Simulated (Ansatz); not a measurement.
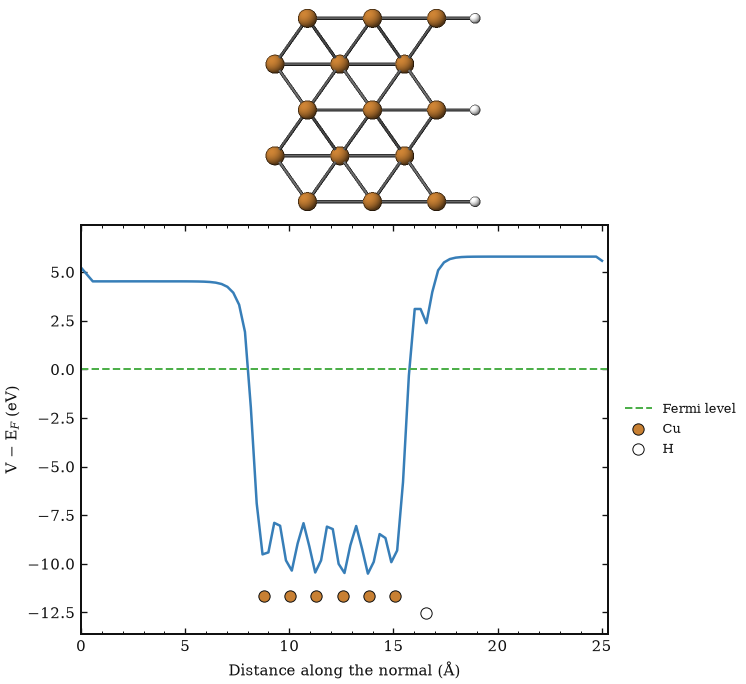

What does the plot show?

Plane-averaged electrostatic potential energy of an electron across the slab; circles at the bottom mark the heights of the atoms (positions after relaxation). The structure is drawn too. System: a (110) slab cut from Cu (Fm-3m), of composition Cu₆H (not the bulk's), ended by Cu planes, 7 atoms in the cell. Method: DFT PBEsol, scalar-relativistic, plane waves, PAW, no spin polarisation, 11×8×1 k mesh, 420 eV cutoff, Gaussian smearing of 0.1 eV (Ansatz 0.2.0).

The work function is 5.80 eV at the right face and 4.52 eV at the left. The vacuum level is 1.27 eV higher at the right than at the left, so the slab carries a dipole along its normal; the ramp in the vacuum, at or near the edge of the plot, is the dipole correction that keeps each side flat. Some atoms were held fixed in the relaxation, which can itself make the faces differ. The outermost atoms are 7.8 Å apart, which leaves 17.5 Å of vacuum in a cell 25.3 Å high.
